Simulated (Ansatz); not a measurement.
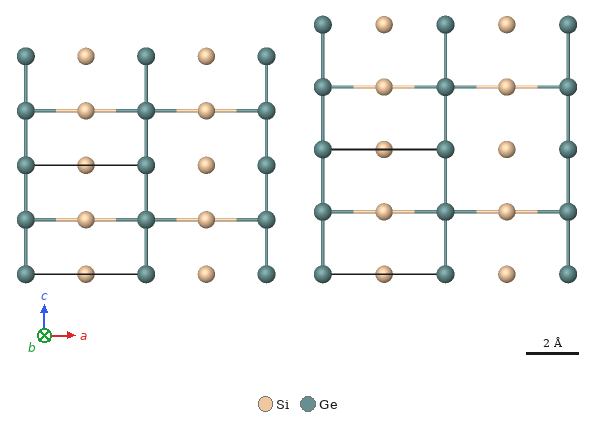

Two geometries of crystalline Si$_{3}$Ge$_{2}$ (a generated structure, set up in P4/mmm) (coarse preliminary run), drawn at one scale. One is the start of a relaxation, the other its converged end. Style: ball-and-stick. Shown: the cell of the calculation, repeated 2 × 1 × 2 with one cell outlined, along the b axis.

All numbers below come from DFT PBE, scalar-relativistic, plane waves, PAW (Ansatz 0.2.0). Set-up: plane-wave cutoff 420 eV; k-point mesh 4 × 4 × 4; occupations gaussian; smearing width 0.1 eV; no spin polarisation; cell and atoms relaxed; force threshold 0.04 eV/Å; at most 70 steps.

Q: Which of the two is the end point?

A: The right one is the relaxed one. Over 4 accepted moves (5 points after the start) the energy falls by 1.507 eV per cell of the calculation. All forces vanish by symmetry, so only the cell relaxes. The pressure goes from 15.51 to 0.17 GPa. At 1 point the geometry stayed and the basis and grid were re-selected for the new cell (energy shift of 19.4 meV per cell of the calculation at most each time). No atom moves by more than 0.005 Å relative to the cell. The drawn cell changes as follows: a = b 4.696 → 4.787 Å (+1.9 %), c 4.251 → 4.869 Å (+14.5 %); the volume changes by +19.0 %. Among the contacts that change: Ge–Ge 2.126 → 2.435 Å, Ge–Si 2.348 → 2.393 Å. The space group stays P4/mmm (No. 123).
